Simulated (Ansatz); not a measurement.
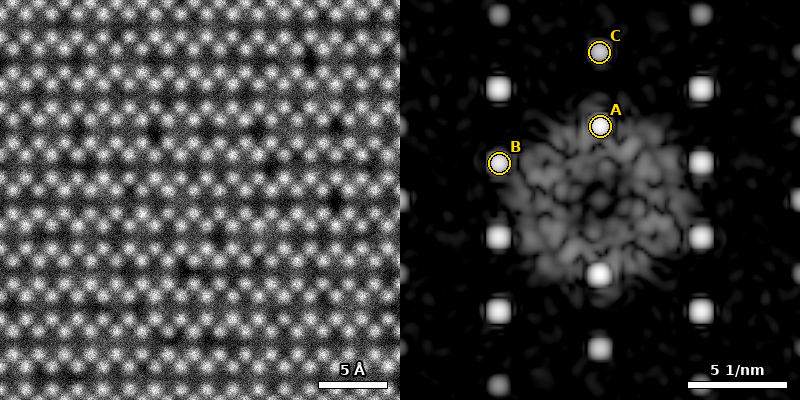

Z-contrast image of a crystal. The image is simulated as a sum over atoms of Z^1.7, blurred by a 0.76 Å probe (no channelling). The display is stretched by a gamma of 0.65; percentages refer to the linear signal. Shot noise and the speckle of an amorphous layer were added.

The right panel is the modulus of the image's Fourier transform on a logarithmic scale.

Which lattice spacings do the marked spots stand for, and what angle do A and B enclose?

A: 2.6 Å, B: 1.8 Å, C: 1.3 Å; A and B enclose about 70°.

The crystal is Li (P6_3/mmc, No. 194) along [201]; the spots are (010), (-1 1 2) and (020). Model: coordinates from a relaxation at fixed volume with DFT r2SCAN, scalar-relativistic, plane waves, PAW (Ansatz 0.2.0); the starting structure was generated, so it need not be a known form of this composition.
